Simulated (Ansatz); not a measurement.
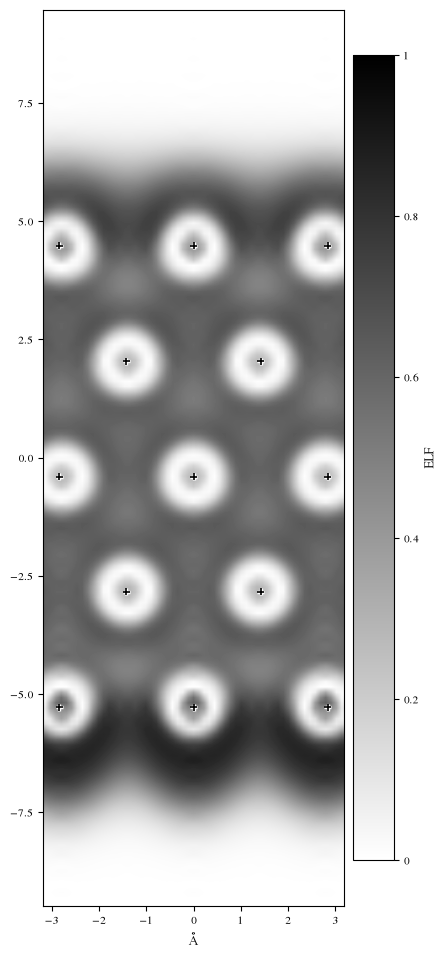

The electron localisation function on a plane through atoms (crosses mark nuclei in the plane).

Computed with DFT PBEsol, scalar-relativistic, plane waves, PAW (Ansatz 0.2.0).

Candidates:
A. Al (slab), a = 2.84 Å, b = 6.96 Å, c = 25.66 Å, α = 90.00°, β = 90.00°, γ = 90.00°. 
B. Ti, a = 3.21 Å, b = 3.21 Å, c = 3.21 Å, α = 90.00°, β = 90.00°, γ = 90.00°. Space group Im-3m; computed without spin polarisation.

### Which candidate gave the map?

Candidate A: Al on the (010) plane of the calculation cell, a cut from vacuum to vacuum, which holds Al. Al–Al (2.81 Å): the ELF peaks at about 0.65 between the atoms. Al–Al (2.84 Å): the ELF peaks at about 0.75 between the atoms.
